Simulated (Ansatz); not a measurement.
# Single-point calculation, with input and output: W

- system: W (6 atoms in the cell)
- method: DFT PBE, scalar-relativistic, plane waves, PAW, no spin polarisation (Ansatz 0.2.0)

The structure derives from an entry of the Crystallography Open Database. It belongs to a series of runs on one base structure; here: band edges of the strained film's bulk.

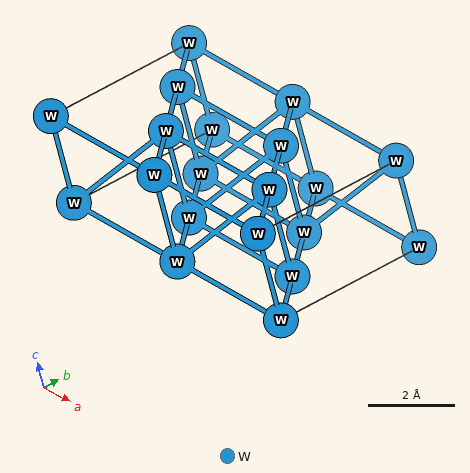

*The input geometry (ball-and-stick view of the cell of the calculation, seen slightly off an axis). An atom can appear more than once, as a periodic image.*

Near neighbours in the periodic cell (some may lie outside the picture): W has 8 W at 2.73 to 2.88 Å.

## The input
```yaml
crystal:
  lattice:
    - [5.7610694238, -1.447e-07, 0.0011837329]
    - [-2.046e-07, 8.1473824414, 0.0019914123]
    - [-0.9597393565, -1.3573750075, 2.1677121123]
  atoms:
    - { symbol: W, position: [0.0, 0.0, 0.0] }
    - { symbol: W, position: [0.5, 0.0, 0.0] }
    - { symbol: W, position: [0.3333333333, 0.3333333333, 0.0] }
    - { symbol: W, position: [0.1666666667, 0.6666666667, 0.0] }
    - { symbol: W, position: [0.8333333333, 0.3333333333, 0.0] }
    - { symbol: W, position: [0.6666666667, 0.6666666667, 0.0] }
basis:
  ecutwfc: 420
kpoints:
  mp_grid: { grid: [6, 5, 16] }
hamiltonian:
  xc: pbe
scf:
  occupations: { method: gaussian, width: 0.1 }
output:
  forces: true
  stress: true
  eigenvalues: true
```

Run on 8 threads of Arm Neoverse V1, 24 GiB of memory available, shared host.

Launched with:
```bash
ansatz run input.yaml --threads 8 --pin off --max-ram 20480MiB --backend cpu --events-out ev --progress --plain --runs-dir out
```

## Log
```
Engine: ansatz 0.2.0, aarch64-unknown-linux-gnu
Pseudopotentials: kind: paw
Pseudopotential: W, paw, valence charge 14, recommended cutoff 420 eV (normal), W.paw.azcp
Functional definition: PBE
  parameter kappa = 0.804
  parameter beta = 0.06672455060314922
  exchange = pbe_x(kappa = kappa, mu = beta*pi^2/3)
  correlation = pbe_c(beta = beta)
Crystal: 6 atoms, lattice volume = 101.772 Å³
Basis set: ecut = 420 eV, 2023 PW (Γ), exchange–correlation on 80×120×40 points (8 copies of the dense FFT grid, shifted against one another)
Bands: 51, of which v1, the nominal top of the filled ones, is band 42 counted from 1 (41 counted from 0)
Symmetry: 12 space group operations
Space group: P-1 (ITA 2), of the structure as read, at distance tolerance 4.7e-5 Å
k-points: 242 of 480
Non-local potential: W, projectors of the file, l = 0: 3, l = 1: 2, l = 2: 2, l = 3: 1
PAW form: soft (Blöchl's): semilocal exchange-correlation on the pseudo side does not see the compensation charge
PAW one-centre angular grid: W, 590 points (default); XC on 64 Gauss nodes
Initial density: superposition of atomic densities (neutral atoms: chi_scale 0, normalization atom), corrected by the library's trained network
Initial wavefunctions: pseudopotential atomic-orbital guess
Functional: x = pbe(κ = 0.804, μ = 0.2195149727645171), c = pbe(β = 0.06672455060314922)
SCF iter   1: F=—  HF=-62308.407880 eV  |F-HF|=—  |Δ(HF+E_count)|=         —  Δρ=2.46e-3  dr2=2.06e-3  ethr=1.77e-3  ⟨swp⟩=4.3  Hψ=44552  notcnv=0
preconditioner: auto → Kerker (q_TF=auto, 2.642 Å⁻¹)  [metal: Δε(μ)=0.002 eV  Ē_g=4.898 eV  σ=0.100 eV  W_gap=0.01  n_scr=26 (ndim 8)  ℏωp=22.1 eV  f_vac=0.000  D(μ)=2.96/eV (n_scr^D=12)]
SCF iter   2: F=—  HF=-62308.407263 eV  |F-HF|=—  |Δ(HF+E_count)|=   6.16e-4  Δρ=1.39e-3  dr2=6.90e-4  ethr=2.45e-6  ⟨swp⟩=2.0  Hψ=23622  notcnv=0
SCF iter   3: F=—  HF=-62308.407398 eV  |F-HF|=—  |Δ(HF+E_count)|=   1.34e-4  Δρ=1.25e-4  dr2=9.54e-6  ethr=8.21e-7  ⟨swp⟩=2.5  Hψ=19453  notcnv=0
SCF iter   4: F=—  HF=-62308.407349 eV  |F-HF|=—  |Δ(HF+E_count)|=   4.90e-5  Δρ=3.20e-5  dr2=7.97e-7  ethr=1.14e-8  ⟨swp⟩=2.5  Hψ=18928  notcnv=0
iter 5 did not close the SCF: its close was put off for the readings that it lacked (scf_convergence_deferred on its scf_iter line)
SCF iter   5: F=-62308.407349 eV  HF=-62308.407349 eV  |F-HF|=3.17e-9  |Δ(HF+E_count)|=   6.35e-8  Δρ=6.03e-6  dr2=2.15e-8  ethr=9.49e-10  ⟨swp⟩=2.1  Hψ=15024  notcnv=0
SCF iter   6: F=-62308.407349 eV  HF=-62308.407349 eV  |F-HF|=2.04e-10  |Δ(HF+E_count)|=  3.93e-10  Δρ=1.14e-6  dr2=7.57e-10  ethr=2.56e-11  ⟨swp⟩=5.9  Hψ=43165  notcnv=0
SCF 1 converged in 6 iterations: F = -62308.407349 eV  dr2 = 7.57e-10
  greatest PAW one-centre occupation: 1.000 electrons in one spin orbital (limit 2), on the W atom at site 5 (counted from 0), in its partial waves of l = 0
```

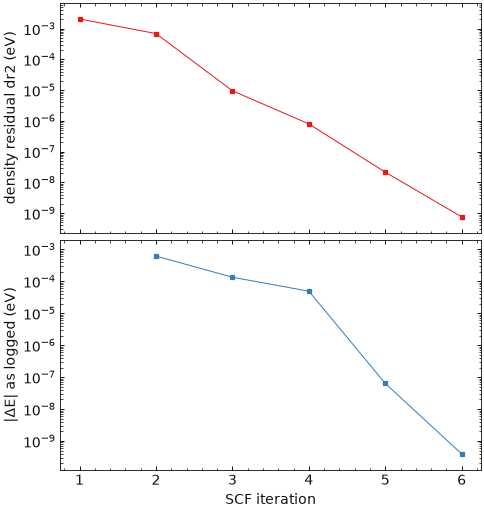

*Convergence of the self-consistent field: density residual dr2 and size of the energy change against the SCF iteration.*

The residual falls at every step.

```
SCF converged after 6 iterations
Free energy (F): -62308.407349 eV
Harris-Foulkes:  -62308.407349 eV  (|F-HF|=2.04e-10)
Internal energy: -62308.392539 eV  (E = F + TS)
E sigma→0 (E₀):  -62308.399944 eV
Entropy (-TS):   -0.014809 eV (-2.468 meV/atom)
Fermi energy:    20.956934 eV
--- Per-component energies (eV) ---
  E_band       = -625.762960
  E_kinetic    = 2683.448074
  E_local      = -3885.011480  (includes V_loc(G=0)·N_el)
  E_nonlocal   = 1.060394
  E_hartree    = 1374.047778
  E_xc         = -1596.006924
  E_vxc        = -1425.270926  (∫ρ·V_xc dr)
  E_paw        = -51373.328111  (= ΣΔE_a)
  E_vpaw       = -748.083207  (= ΣTr[D̂ρ^β])
  E_aug_tail   = -0.000346  (compensation charges beyond the density's cutoff)
  E_ewald      = -9512.601923
  E_smearing   = -0.014809  (= −TS)
  E_closure    = 0.000000  (closes the sum)
  Σ components = -62308.407349   (vs F -62308.407349, Δ=0.00e0)
--- Forces (eV/Å), atoms counted from 1 ---
  atom   1  W     -0.00000000    -0.00000000     0.00000000
  atom   2  W      0.00000000     0.00000000     0.00000000
  atom   3  W      0.00000000    -0.00000000    -0.00000000
  atom   4  W      0.00000000     0.00000000     0.00000000
  atom   5  W     -0.00000000    -0.00000000    -0.00000000
  atom   6  W      0.00000000     0.00000000     0.00000000
  max |Σ_I F_I| component: 1.76e-26 eV/Å
--- Stress (GPa, compression-positive) ---
      -18.259062      -0.210070      -0.002405
       -0.210070     -19.077759      -0.001450
       -0.002405      -0.001450       0.001498
  P = ⅓ Tr σ = -12.4451 GPa (-124.451 kbar)
--- Band table (eV; the first three rows and the last of 242) ---
  k-point 0: bands = ["-53.2553", "-53.1791", "-53.1787", "-53.1787", "-53.1595", "-53.1595", "-17.9157", "-17.8303", "-17.8303", "-17.7498", "-17.7498", "-17.3820", "-17.3820", "-17.2138", "-17.2138", "-17.1915", "-17.0436", "-16.9443", "-16.9443", "-16.9368", "-16.9005", "-16.9005", "-16.8805", "-16.8358", "11.6964", "14.8141", "14.8141", "15.0024", "15.8399", "15.8399", "17.1586", "17.8467", "17.8467", "18.2320", "18.2320", "19.0084", "19.4675", "19.4675", "19.5513", "19.5513", "19.9417", "20.3351", "21.0042", "22.5993", "22.5993", "22.7344", "22.7344", "22.7392", "23.4027", "23.4027", "23.5706"]
  k-point 1: bands = ["-53.2502", "-53.1886", "-53.1750", "-53.1672", "-53.1662", "-53.1498", "-17.9068", "-17.9015", "-17.8546", "-17.7470", "-17.6239", "-17.3794", "-17.3486", "-17.2329", "-17.2138", "-17.1885", "-17.0434", "-16.9904", "-16.9636", "-16.9566", "-16.9338", "-16.9291", "-16.9165", "-16.8849", "11.8934", "14.6520", "15.1412", "15.1934", "15.7762", "16.0917", "17.3536", "17.8067", "18.0977", "18.1454", "18.4218", "18.8829", "19.1274", "19.2029", "19.5691", "19.6333", "19.9851", "20.1889", "20.5178", "22.2984", "22.3276", "22.4725", "22.7232", "23.1082", "23.2041", "23.2700", "23.3923"]
  k-point 2: bands = ["-53.2357", "-53.1944", "-53.1717", "-53.1636", "-53.1530", "-53.1395", "-17.9429", "-17.9114", "-17.8608", "-17.6963", "-17.5246", "-17.3657", "-17.2769", "-17.2621", "-17.2608", "-17.1390", "-17.0877", "-17.0439", "-17.0428", "-17.0235", "-17.0177", "-17.0150", "-17.0125", "-17.0094", "12.4585", "14.6071", "15.6196", "15.7212", "15.8776", "16.4894", "17.8505", "17.9308", "18.1042", "18.1422", "18.5550", "18.5991", "18.8854", "19.2213", "19.4378", "19.5331", "19.7785", "19.7987", "20.0612", "21.6263", "21.8556", "22.3307", "22.3430", "22.6086", "22.6942", "23.1522", "23.4114"]
  k-point 241: bands = ["-53.2136", "-53.2058", "-53.2044", "-53.1660", "-53.1648", "-53.1427", "-17.8850", "-17.8380", "-17.7279", "-17.5308", "-17.4828", "-17.4508", "-17.4435", "-17.4071", "-17.2394", "-17.1429", "-17.1158", "-17.0889", "-17.0139", "-16.9753", "-16.9427", "-16.9299", "-16.9216", "-16.9180", "13.9436", "13.9656", "14.3672", "15.6530", "16.4877", "16.5261", "17.9209", "17.9562", "17.9947", "18.1844", "18.3693", "18.5253", "18.6446", "18.8414", "18.8794", "18.9623", "19.0024", "19.2112", "21.8086", "22.1745", "22.2507", "22.3718", "22.4810", "22.6712", "22.7665", "22.8547", "23.3801"]
```

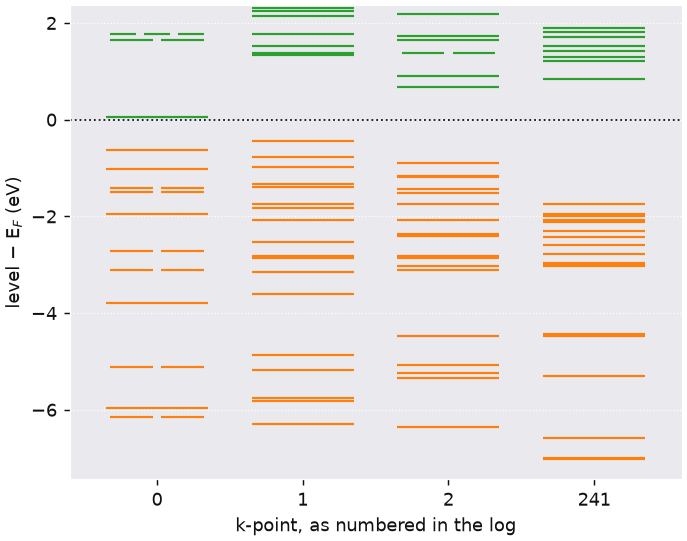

*Kohn–Sham levels near the Fermi level (dotted) at the few k-points that the log prints; levels within 0.02 eV of each other stand side by side.*

The system is metallic on the full mesh.

## Results in brief

| quantity | value |
| --- | --- |
| outcome | converged |
| space group (tolerance 0.01 Å) | Fmmm (69) |
| electrons treated | 84 |
| free energy | −62308.4073 eV |
| Fermi energy | 20.957 eV |
| gap on the k-point mesh | none (metallic) |
| pressure | −12.45 GPa |
| largest force (length of the vector) | under 0.001 eV/Å |
| wall time | 9.4 s (CPU time 67 s) |
| peak memory | 1.1 GiB |

Spin–orbit coupling is left out, which matters for W.
